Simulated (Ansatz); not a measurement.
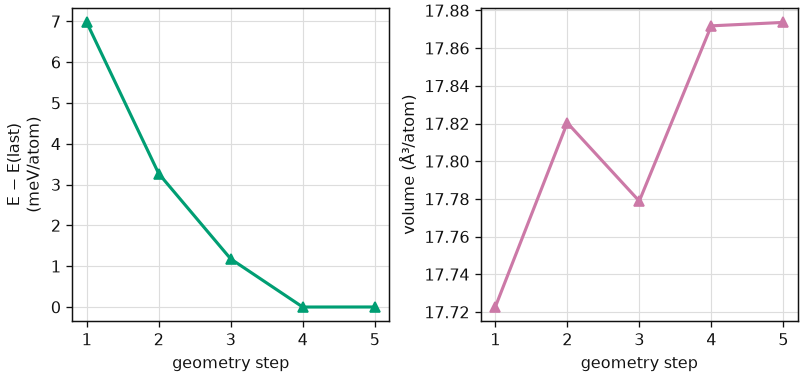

History of a geometry optimisation. Atoms and cell relax. A closing SCF on a freshly chosen basis isn't drawn.

```
crystal:
  lattice:
    - [4.828415444, 0.0, 0.0]
    - [0.0, 4.828415444, 0.0]
    - [0.0, 0.0, 2.2805530724]
  atoms:
    - { symbol: P, position: [0.0, 0.0, 0.0] }
    - { symbol: P, position: [0.0, 0.5, 0.0] }
    - { symbol: P, position: [0.5, 0.0, 0.0] }
basis:
  ecutwfc: 420
kpoints:
  mp_grid: { grid: [10, 10, 20] }
hamiltonian:
  xc: pbe
  pseudopotentials: { kind: nc, accuracy: standard }
scf:
  occupations: { method: gaussian, width: 0.1 }
output:
  forces: true
  eigenvalues: true
  stress: true
relax:
  adjacent_minimum: "off"
  f_tol: 0.01
  max_steps: 80
  cell: { stress_tol: 0.05 }
```

Command:
```bash
ansatz run input.yaml --threads 1 --pin off --max-ram 2048MiB --backend cpu --events-out ev --progress --plain --runs-dir out
```

### How did it end, and what did it gain?

The optimisation met its thresholds at geometry 5, counting the start as the first. The energy fell by about 7 meV/atom from the first step to the last. All forces vanish by symmetry, so only the cell moves.

### Was the starting cell too large or too small?

The volume grows from 17.72 to 17.87 Å³ per atom (+0.9 %). The start was compressed.

### Is anything amiss with this input?

Its settings were drawn outside the usual range, so the numbers aren't converged properties of the system.
